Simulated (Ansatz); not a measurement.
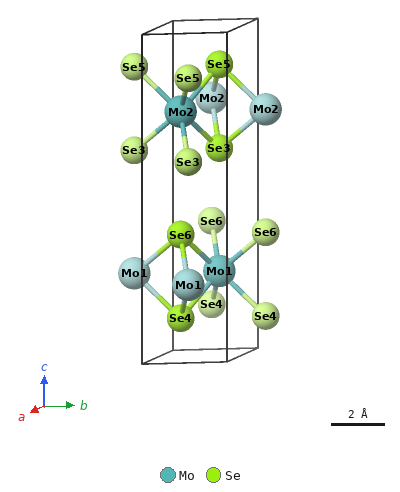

The input geometry (ball-and-stick view of the cell of the calculation, seen slightly off an axis; neighbours outside the cell are drawn fainter; atoms are numbered from 1 in the order of the input). Near neighbours in the crystal (not all of them lie inside the picture): Mo has 6 Se at 2.51 Å; Se has 3 Mo at 2.51 Å.

# Run report: MoSe2, geometry relaxation (part 1 of 2)

- system: MoSe2 (6 atoms in the cell)
- method: DFT PBE+D3(BJ), scalar-relativistic, plane waves, PAW, no spin polarisation (Ansatz 0.2.0)

The structure was built on a prototype by a generator; it need not be a known phase. Figures and captions count atoms from 1; the log counts them from 0 in places.

The program's output
```
Engine: ansatz 0.2.0, x86_64-unknown-linux-gnu
Pseudopotentials: kind: paw
Pseudopotential: Mo, paw, valence charge 14, recommended cutoff 420 eV (normal), Mo.paw.azcp
Pseudopotential: Se, paw, valence charge 16, recommended cutoff 420 eV (normal), Se.paw.azcp
Functional definition: PBE
  parameter kappa = 0.804
  parameter beta = 0.06672455060314922
  exchange = pbe_x(kappa = kappa, mu = beta*pi^2/3)
  correlation = pbe_c(beta = beta)
Crystal: 6 atoms, lattice volume = 120.777 Å³
Basis set: ecut = 420 eV, 2371 PW (Γ), exchange–correlation on 48×48×180 points (8 copies of the dense FFT grid, shifted against one another)
Bands: 56, of which v1, the nominal top of the filled ones, is band 46 counted from 1 (45 counted from 0)
Symmetry: 24 space group operations
Space group: P63/mmc (ITA 194), of the structure as read, at distance tolerance 4.9e-5 Å
k-points: 24 of 162
Non-local potential: Mo, projectors of the file, l = 0: 3, l = 1: 2, l = 2: 2, l = 3: 1
Non-local potential: Se, projectors of the file, l = 0: 2, l = 1: 2, l = 2: 3, l = 3: 1
PAW form: soft (Blöchl's): semilocal exchange-correlation on the pseudo side does not see the compensation charge
PAW one-centre angular grid: Mo, 590 points (default); XC on 64 Gauss nodes
PAW one-centre angular grid: Se, 590 points (default); XC on 64 Gauss nodes
Initial density: superposition of atomic densities (neutral atoms: chi_scale 0, normalization atom), corrected by the library's trained network
Initial wavefunctions: pseudopotential atomic-orbital guess
Functional: x = pbe(κ = 0.804, μ = 0.2195149727645171), c = pbe(β = 0.06672455060314922)
SCF iter   1: F=—  HF=-31795.096370 eV  |F-HF|=—  |Δ(HF+E_count)|=         —  Δρ=4.90e-3  dr2=9.92e-3  ethr=1.77e-3  ⟨swp⟩=5.7  Hψ=4661  notcnv=0
preconditioner: auto → Resta (q_TF=auto, 2.607 Å⁻¹)  ε∞=6.4  [insulator: Δε(μ)=0.915 eV  Ē_g=8.715 eV  σ=0.100 eV  W_gap=1.00  n_scr=40 (ndim 8)  ℏωp=20.3 eV  f_vac=0.045  D(μ)=0.00/eV (n_scr^D=0)  ε∞_Penn≈6.4]
SCF iter   2: F=—  HF=-31795.105292 eV  |F-HF|=—  |Δ(HF+E_count)|=   8.92e-3  Δρ=2.82e-3  dr2=2.68e-3  ethr=1.08e-5  ⟨swp⟩=2.0  Hψ=1991  notcnv=0
SCF iter   3: F=—  HF=-31795.108571 eV  |F-HF|=—  |Δ(HF+E_count)|=   3.28e-3  Δρ=1.23e-3  dr2=8.55e-4  ethr=2.91e-6  ⟨swp⟩=2.0  Hψ=1631  notcnv=0
SCF iter   4: F=—  HF=-31795.109281 eV  |F-HF|=—  |Δ(HF+E_count)|=   7.09e-4  Δρ=8.86e-5  dr2=6.68e-6  ethr=9.30e-7  ⟨swp⟩=2.0  Hψ=1708  notcnv=0
SCF iter   5: F=—  HF=-31795.109242 eV  |F-HF|=—  |Δ(HF+E_count)|=   3.86e-5  Δρ=3.04e-5  dr2=1.15e-6  ethr=7.26e-9  ⟨swp⟩=2.0  Hψ=2353  notcnv=0
SCF iter   6: F=—  HF=-31795.109242 eV  |F-HF|=—  |Δ(HF+E_count)|=   3.73e-7  Δρ=1.05e-5  dr2=1.89e-7  ethr=1.25e-9  ⟨swp⟩=2.0  Hψ=2353  notcnv=0
SCF iter   7: F=-31795.109242 eV  HF=-31795.109242 eV  |F-HF|=1.40e-8  |Δ(HF+E_count)|=   5.51e-8  Δρ=4.39e-6  dr2=4.60e-8  ethr=1.09e-10  ⟨swp⟩=8.5  Hψ=5333  notcnv=0
SCF 1 converged in 7 iterations: F = -31795.109242 eV  dr2 = 4.60e-8
  greatest PAW one-centre occupation: 1.000 electrons in one spin orbital (limit 2), on the Se atom at site 4 (counted from 0), in its partial waves of l = 2
relax step   1: F+E_penalty+E_count = -31795.10924240 eV  Δ(F+E_penalty+E_count) = +0.000e0 eV  max|allowed force component| = 7.124e-1 eV/Å  Δτ_max = 0.0000 Å  P = +2.109 GPa  Ω = 120.777 Å³  (7 SCF iters, dr2 threshold 1.00e-7 eV, accepted)
Crystal: 6 atoms, lattice volume = 108.958 Å³
Basis set: ecut = 420 eV, 2129 PW (Γ), exchange–correlation on 48×48×180 points (8 copies of the dense FFT grid, shifted against one another)
Initial density: handed on by an earlier stage of this run
Initial wavefunctions: those handed on with the density
iter 1 solved again at ethr=6.31e-4 eV; its pass at ethr=3.10e-3 eV (dr2=5.81e-1 eV) is discarded
SCF iter   1: F=—  HF=-31794.936509 eV  |F-HF|=—  |Δ(HF+E_count)|=         —  Δρ=1.51e-2  dr2=5.82e-1  ethr=6.31e-4  ⟨swp⟩=1.0  Hψ=5785  notcnv=0
preconditioner: auto → Resta (q_TF=auto, 2.652 Å⁻¹)  ε∞=7.0  [insulator: Δε(μ)=0.581 eV  Ē_g=8.706 eV  σ=0.100 eV  W_gap=1.00  n_scr=40 (ndim 8)  ℏωp=21.3 eV  f_vac=0.003  D(μ)=0.00/eV (n_scr^D=0)  ε∞_Penn≈7.0]
SCF iter   2: F=—  HF=-31794.846545 eV  |F-HF|=—  |Δ(HF+E_count)|=   9.00e-2  Δρ=7.79e-3  dr2=1.43e-1  ethr=6.31e-4  ⟨swp⟩=2.0  Hψ=1596  notcnv=0
SCF iter   3: F=—  HF=-31794.819884 eV  |F-HF|=—  |Δ(HF+E_count)|=   2.67e-2  Δρ=1.72e-3  dr2=3.15e-3  ethr=1.55e-4  ⟨swp⟩=2.0  Hψ=1916  notcnv=0
SCF iter   4: F=—  HF=-31794.820085 eV  |F-HF|=—  |Δ(HF+E_count)|=   2.01e-4  Δρ=4.77e-4  dr2=3.87e-4  ethr=3.42e-6  ⟨swp⟩=2.0  Hψ=2411  notcnv=0
SCF iter   5: F=—  HF=-31794.819780 eV  |F-HF|=—  |Δ(HF+E_count)|=   3.05e-4  Δρ=1.76e-4  dr2=4.65e-5  ethr=4.21e-7  ⟨swp⟩=2.0  Hψ=2396  notcnv=0
SCF iter   6: F=—  HF=-31794.819815 eV  |F-HF|=—  |Δ(HF+E_count)|=   3.57e-5  Δρ=5.43e-5  dr2=4.01e-6  ethr=5.06e-8  ⟨swp⟩=2.0  Hψ=1755  notcnv=0
SCF iter   7: F=-31794.819819 eV  HF=-31794.819819 eV  |F-HF|=2.11e-7  |Δ(HF+E_count)|=   3.35e-6  Δρ=1.25e-5  dr2=1.89e-7  ethr=6.52e-10  ⟨swp⟩=5.9  Hψ=5431  notcnv=0
SCF 2 converged in 7 iterations: F = -31794.819819 eV  dr2 = 1.89e-7
  greatest PAW one-centre occupation: 1.000 electrons in one spin orbital (limit 2), on the Se atom at site 5 (counted from 0), in its partial waves of l = 2
relax step   2: F+E_penalty+E_count = -31794.81981903 eV  Δ(F+E_penalty+E_count) = +2.894e-1 eV  max|allowed force component| = 1.178e0 eV/Å  Δτ_max = 0.1935 Å  P = +1.206 GPa  Ω = 108.958 Å³  energy of the carried Pulay correction = +1.719e-3 eV  (7 SCF iters, dr2 threshold 6.00e-7 eV, rejected (line search))
Crystal: 6 atoms, lattice volume = 119.283 Å³
Basis set: ecut = 420 eV, 2347 PW (Γ), exchange–correlation on 48×48×180 points (8 copies of the dense FFT grid, shifted against one another)
iter 1 solved again at ethr=4.01e-4 eV; its pass at ethr=3.10e-3 eV (dr2=3.69e-1 eV) is discarded
SCF iter   1: F=—  HF=-31795.247369 eV  |F-HF|=—  |Δ(HF+E_count)|=         —  Δρ=1.16e-2  dr2=3.69e-1  ethr=4.01e-4  ⟨swp⟩=1.0  Hψ=5705  notcnv=0
preconditioner: auto → Resta (q_TF=auto, 2.613 Å⁻¹)  ε∞=6.6  [insulator: Δε(μ)=0.948 eV  Ē_g=8.620 eV  σ=0.100 eV  W_gap=1.00  n_scr=40 (ndim 8)  ℏωp=20.4 eV  f_vac=0.043  D(μ)=0.00/eV (n_scr^D=0)  ε∞_Penn≈6.6]
SCF iter   2: F=—  HF=-31795.187071 eV  |F-HF|=—  |Δ(HF+E_count)|=   6.03e-2  Δρ=6.69e-3  dr2=6.75e-2  ethr=4.01e-4  ⟨swp⟩=2.0  Hψ=1764  notcnv=0
SCF iter   3: F=—  HF=-31795.175210 eV  |F-HF|=—  |Δ(HF+E_count)|=   1.19e-2  Δρ=3.20e-3  dr2=3.64e-2  ethr=7.34e-5  ⟨swp⟩=2.0  Hψ=1896  notcnv=0
SCF iter   4: F=—  HF=-31795.171766 eV  |F-HF|=—  |Δ(HF+E_count)|=   3.44e-3  Δρ=1.10e-3  dr2=1.69e-3  ethr=3.96e-5  ⟨swp⟩=2.0  Hψ=1718  notcnv=0
SCF iter   5: F=—  HF=-31795.172251 eV  |F-HF|=—  |Δ(HF+E_count)|=   4.86e-4  Δρ=2.30e-4  dr2=1.16e-4  ethr=1.84e-6  ⟨swp⟩=2.0  Hψ=2328  notcnv=0
SCF iter   6: F=—  HF=-31795.172236 eV  |F-HF|=—  |Δ(HF+E_count)|=   1.51e-5  Δρ=1.38e-4  dr2=3.46e-5  ethr=1.26e-7  ⟨swp⟩=2.0  Hψ=2387  notcnv=0
SCF iter   7: F=—  HF=-31795.172274 eV  |F-HF|=—  |Δ(HF+E_count)|=   3.76e-5  Δρ=3.77e-5  dr2=2.11e-6  ethr=3.77e-8  ⟨swp⟩=2.0  Hψ=1755  notcnv=0
SCF iter   8: F=—  HF=-31795.172278 eV  |F-HF|=—  |Δ(HF+E_count)|=   4.38e-6  Δρ=9.38e-6  dr2=1.23e-7  ethr=2.29e-9  ⟨swp⟩=2.0  Hψ=2388  notcnv=0
SCF iter   9: F=—  HF=-31795.172279 eV  |F-HF|=—  |Δ(HF+E_count)|=   2.46e-7  Δρ=2.12e-6  dr2=6.40e-9  ethr=1.34e-10  ⟨swp⟩=2.0  Hψ=1759  notcnv=0
SCF iter  10: F=-31795.172279 eV  HF=-31795.172279 eV  |F-HF|=1.42e-10  |Δ(HF+E_count)|=   1.02e-8  Δρ=5.16e-7  dr2=3.54e-10  ethr=6.52e-12  ⟨swp⟩=5.2  Hψ=4256  notcnv=0
SCF 3 converged in 10 iterations: F = -31795.172279 eV  dr2 = 3.54e-10
relax step   3: F+E_penalty+E_count = -31795.17227852 eV  Δ(F+E_penalty+E_count) = -6.304e-2 eV  max|allowed force component| = 6.012e-2 eV/Å  Δτ_max = 0.0508 Å  P = -0.532 GPa  Ω = 119.283 Å³  energy of the carried Pulay correction = +2.079e-4 eV  (10 SCF iters, accepted)
Crystal: 6 atoms, lattice volume = 118.437 Å³
iter 1 solved again at ethr=7.51e-7 eV; its pass at ethr=3.10e-3 eV (dr2=6.91e-4 eV) is discarded
SCF iter   1: F=—  HF=-31795.173977 eV  |F-HF|=—  |Δ(HF+E_count)|=         —  Δρ=7.26e-4  dr2=6.97e-4  ethr=7.51e-7  ⟨swp⟩=3.0  Hψ=5976  notcnv=0
preconditioner: auto → Resta (q_TF=auto, 2.616 Å⁻¹)  ε∞=6.6  [insulator: Δε(μ)=0.847 eV  Ē_g=8.636 eV  σ=0.100 eV  W_gap=1.00  n_scr=40 (ndim 8)  ℏωp=20.5 eV  f_vac=0.027  D(μ)=0.00/eV (n_scr^D=0)  ε∞_Penn≈6.6]
SCF iter   2: F=—  HF=-31795.173858 eV  |F-HF|=—  |Δ(HF+E_count)|=   1.19e-4  Δρ=4.09e-4  dr2=1.81e-4  ethr=7.51e-7  ⟨swp⟩=2.0  Hψ=1437  notcnv=0
SCF iter   3: F=—  HF=-31795.173845 eV  |F-HF|=—  |Δ(HF+E_count)|=   1.29e-5  Δρ=1.94e-4  dr2=1.11e-4  ethr=1.97e-7  ⟨swp⟩=2.1  Hψ=1851  notcnv=0
SCF iter   4: F=—  HF=-31795.173835 eV  |F-HF|=—  |Δ(HF+E_count)|=   9.99e-6  Δρ=6.39e-5  dr2=5.94e-6  ethr=1.21e-7  ⟨swp⟩=2.0  Hψ=1452  notcnv=0
SCF iter   5: F=—  HF=-31795.173838 eV  |F-HF|=—  |Δ(HF+E_count)|=   2.65e-6  Δρ=1.49e-5  dr2=7.50e-7  ethr=6.45e-9  ⟨swp⟩=2.6  Hψ=2322  notcnv=0
SCF iter   6: F=-31795.173838 eV  HF=-31795.173838 eV  |F-HF|=1.04e-7  |Δ(HF+E_count)|=   7.98e-8  Δρ=8.84e-6  dr2=1.59e-7  ethr=6.52e-10  ⟨swp⟩=4.7  Hψ=4890  notcnv=0
SCF 4 converged in 6 iterations: F = -31795.173838 eV  dr2 = 1.59e-7
relax step   4: F+E_penalty+E_count = -31795.17383790 eV  Δ(F+E_penalty+E_count) = -1.559e-3 eV  max|allowed force component| = 4.944e-3 eV/Å  Δτ_max = 0.0073 Å  P = -0.064 GPa  Ω = 118.437 Å³  energy of the carried Pulay correction = +3.270e-4 eV  (6 SCF iters, dr2 threshold 6.00e-7 eV, accepted)
Initial wavefunctions: pseudopotential atomic-orbital guess (no wavefunctions were taken with the density)
iter 1 solved again at ethr=6.99e-8 eV; its pass at ethr=3.10e-3 eV (dr2=6.43e-5 eV) is discarded
SCF iter   1: F=—  HF=-31795.173514 eV  |F-HF|=—  |Δ(HF+E_count)|=         —  Δρ=2.67e-5  dr2=2.34e-7  ethr=6.99e-8  ⟨swp⟩=3.8  Hψ=8230  notcnv=0
preconditioner: auto → Resta (q_TF=auto, 2.616 Å⁻¹)  ε∞=6.6  [insulator: Δε(μ)=0.848 eV  Ē_g=8.636 eV  σ=0.100 eV  W_gap=1.00  n_scr=40 (ndim 8)  ℏωp=20.5 eV  f_vac=0.029  D(μ)=0.00/eV (n_scr^D=0)  ε∞_Penn≈6.6]
SCF iter   2: F=—  HF=-31795.173516 eV  |F-HF|=—  |Δ(HF+E_count)|=   1.65e-6  Δρ=1.47e-5  dr2=8.77e-8  ethr=2.54e-10  ⟨swp⟩=2.0  Hψ=2417  notcnv=0
SCF iter   3: F=—  HF=-31795.173516 eV  |F-HF|=—  |Δ(HF+E_count)|=   9.38e-8  Δρ=4.26e-6  dr2=1.90e-8  ethr=9.54e-11  ⟨swp⟩=2.0  Hψ=1681  notcnv=0
SCF iter   4: F=-31795.173516 eV  HF=-31795.173516 eV  |F-HF|=2.82e-9  |Δ(HF+E_count)|=   3.06e-8  Δρ=1.39e-6  dr2=2.68e-9  ethr=6.52e-12  ⟨swp⟩=5.5  Hψ=5157  notcnv=0
SCF 5 converged in 4 iterations: F = -31795.173516 eV  dr2 = 2.68e-9
relax step   5: F+E_penalty+E_count = -31795.17351576 eV  Δ(F+E_penalty+E_count) = +3.221e-4 eV  max|allowed force component| = 4.937e-3 eV/Å  Δτ_max = 0.0000 Å  P = -0.063 GPa  Ω = 118.437 Å³  stress off target by 8.83e-2 GPa  SCF on the basis re-selected at this cell (its energy is not comparable with the rows above)  (4 SCF iters)
```

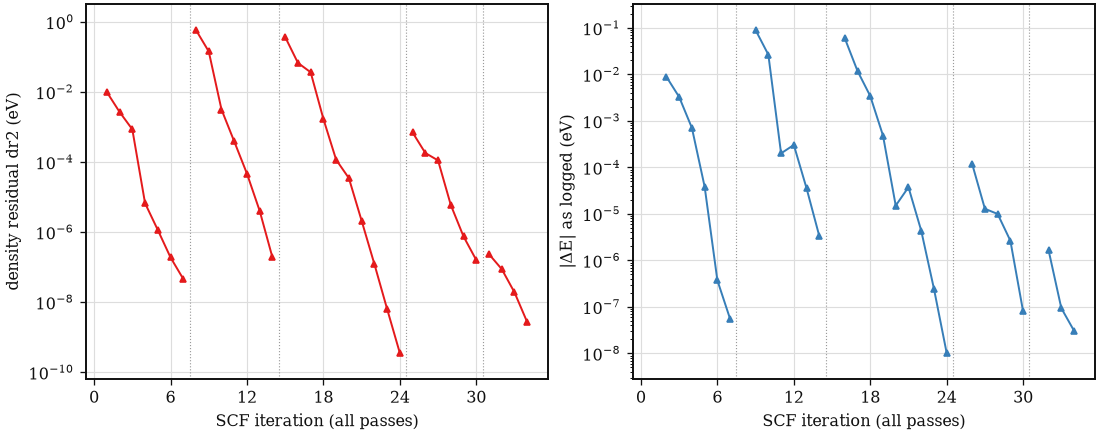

Convergence of the self-consistent field: density residual dr2 and size of the energy change against the SCF iteration. The dotted lines part the SCF passes of the relaxation: geometry steps, rejected trials and re-solves on a re-selected basis. The 5 passes take 4 to 10 iterations each, 34 in all.

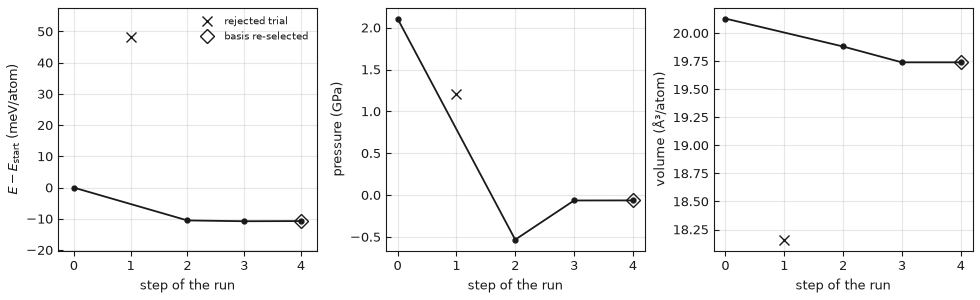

Progress of the relaxation, step by step (the first geometry is step 0 here and step 1 in the log).
